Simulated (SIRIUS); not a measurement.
## A series of single points on N

System: N (P6₃/mmc, 2 atoms in the cell).
Method: Kohn-Sham DFT of a periodic cell, PBE, dojo-sr-pbe-0.4.1-standard, no spin polarisation (SIRIUS 7.12.0).

The 7 runs differ only in the geometry, by an even scaling of the cell at fixed fractional positions. The structure derives from a Materials Project entry.

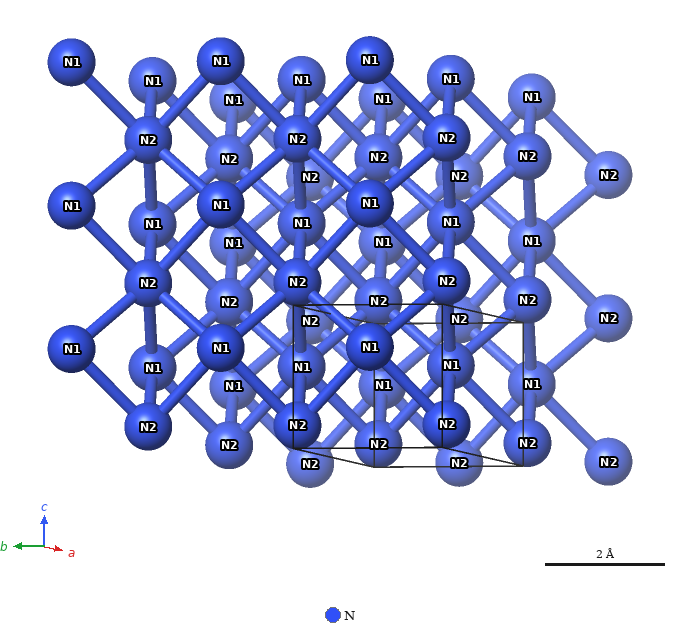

Figure 1. The structure of run 4 (ball-and-stick view of the cell of the calculation, repeated 3 × 3 × 3, seen at an oblique angle; atoms are numbered from 1 in the order of the input).

**Input of run 4**
```
{
  "control": {
    "processing_unit": "cpu",
    "verbosity": 2,
    "num_bands_to_print": 11,
    "print_forces": true,
    "print_stress": true
  },
  "parameters": {
    "electronic_structure_method": "pseudopotential",
    "xc_functionals": ["XC_GGA_X_PBE", "XC_GGA_C_PBE"],
    "gk_cutoff": 9.2,
    "pw_cutoff": 18.4,
    "ngridk": [12, 12, 11],
    "shiftk": [0, 0, 0],
    "smearing": "fermi_dirac",
    "smearing_width": 0.0018374661,
    "num_bands": 11,
    "num_mag_dims": 0,
    "num_dft_iter": 100,
    "energy_tol": 1e-08,
    "density_tol": 1e-06
  },
  "iterative_solver": {
    "type": "davidson",
    "min_tolerance": 1e-10
  },
  "mixer": {
    "type": "anderson",
    "beta": 0.7,
    "max_history": 8
  },
  "settings": {
    "tol_ne": 1e-10
  },
  "unit_cell": {
    "lattice_vectors": [
      [4.761115438627, 0.0, 0.0],
      [-2.380557719314, 4.123246920208, 0.0],
      [0.0, 0.0, 4.622273880287]
    ],
    "atom_coordinate_units": "lattice",
    "atom_types": ["N"],
    "atom_files": {
      "N": "N.json"
    },
    "atoms": {
      "N": [
        [0.3333333333, 0.6666666667, 0.75],
        [0.6666666667, 0.3333333333, 0.25]
      ]
    }
  }
}
```

Command:
```bash
upf_to_json N.upf
OMP_NUM_THREADS=1 sirius.scf --input=sirius.json --output=out.json --task=0
```

Run 2 has the same physical settings and fractional positions; its lattice vectors (Å) are:
```
   2.485423    0.000000    0.000000
  -1.242711    2.152439    0.000000
   0.000000    0.000000    2.412944
```

**Results, with one run withheld**

| run | volume per atom (Å³) | free energy per atom, from the lowest run given (meV) | pressure (GPa) |
| --- | --- | --- | --- |
| 1 | 6.320 | 59.86 | 26.87 |
| 2 | 6.454 | ? | ? |
| 3 | 6.589 | 24.08 | 16.05 |
| 4 | 6.723 | 12.61 | 11.30 |
| 5 | 6.858 | 4.97 | 6.93 |
| 6 | 6.992 | 0.85 | 2.90 |
| 7 | 7.127 | 0.00 | −0.85 |

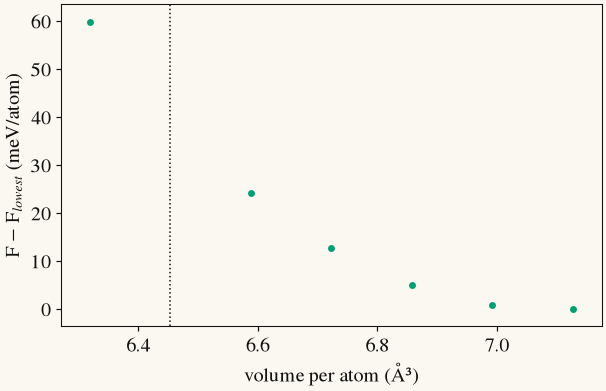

Figure 2. Free energy per atom of the runs given; the dotted line marks run 2.

Fit the runs given and predict run 2.

A cubic polynomial in V^(−2/3) (the Birch–Murnaghan form), fitted to the 6 runs given, misses them by at most 0.02 meV per atom. With x = V^(−2/3) − 0.27972 Å⁻², it reads F = 10.186 + 2288.6 x + 1.2594e+05 x² − 1.7862e+05 x³ (meV per atom). At run 2 it gives 39.77 meV per atom, and the run itself gives 39.70. The slope of the fit gives a pressure −dF/dV of 21.26 GPa there, and the run prints 21.22 GPa. The fit has its minimum at 7.096 Å³ per atom, where V d²F/dV² gives 192 GPa. Cell shape and fractional positions are held, so this is the stiffness under even scaling; the relaxed bulk modulus wasn't computed.

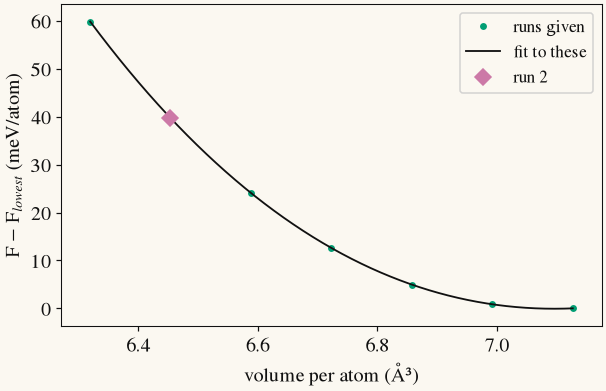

Figure 3. The fit and the withheld run.

**Some lines of the output (run 2)**
```
[...]
[find] Free energy (E-TS)             :     -20.47623539 (Ha),     -40.95247079 (Ry)
[find] Efermi                         :       0.40783061
[find] Total energy                   :     -20.47593503 (Ha),     -40.95187005 (Ry)
[find] Free energy (E-TS)             :     -20.47623546 (Ha),     -40.95247091 (Ry)
[find] Efermi                         :       0.40781806
[find] Total energy                   :     -20.47593504 (Ha),     -40.95187007 (Ry)
[find] Free energy (E-TS)             :     -20.47623547 (Ha),     -40.95247093 (Ry)
[find] Efermi                         :       0.40781983
[find] Total energy                   :     -20.47593504 (Ha),     -40.95187008 (Ry)
[find] Efermi                         :       0.40782146
[find] Free energy (E-TS)             :     -20.47623547 (Ha),     -40.95247094 (Ry)
[find] Efermi                         :       0.40782048
[find] Efermi                         :       0.40782077
[find] Efermi                         :       0.40782102
```
